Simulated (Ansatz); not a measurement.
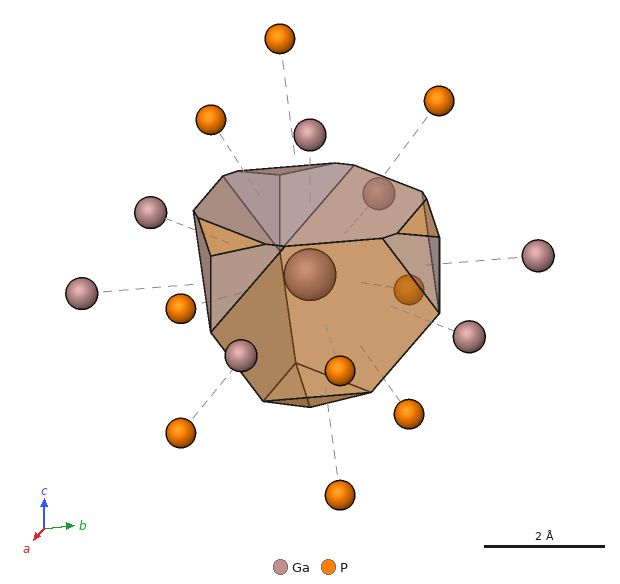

Voronoi cell (the region closer to this atom than to any other), computed from the atomic positions without radii. Central atom: Ga (6c) in GaP; faces take the colour of the neighbour behind them. Source: the geometry relaxed at fixed volume with DFT r2SCAN, scalar-relativistic, plane waves, PAW (Ansatz).

GaP, space group R-3m:H (No. 166), a = 3.921 Å, b = 3.921 Å, c = 19.455 Å, α = 90.00°, β = 90.00°, γ = 120.00°

```tsv
site	Wyckoff	x	y	z
Ga	6c	0.6667	0.3333	0.7688
P	6c	0.3333	0.6667	0.7241
```

How many faces does the cell have, and of which kinds?

16 faces, index ⟨6,6,0,3,0,0,0,0,0,1⟩.

What is the volume of this Voronoi cell?

22.4 Å³, against a mean of 21.6 Å³ per atom in this structure.

Tabulate the neighbours by distance and solid angle.

| neighbour | faces | distance (Å) | solid angle (% of sphere) |
| --- | --- | --- | --- |
| P | 3 | 2.43 | 65.1 |
| Ga | 1 | 2.51 | 22.0 |
| P | 3 | 3.84 | 2.7 |
| Ga | 6 | 3.92 | 8.2 |
| P | 3 | 4.07 | 2.0 |
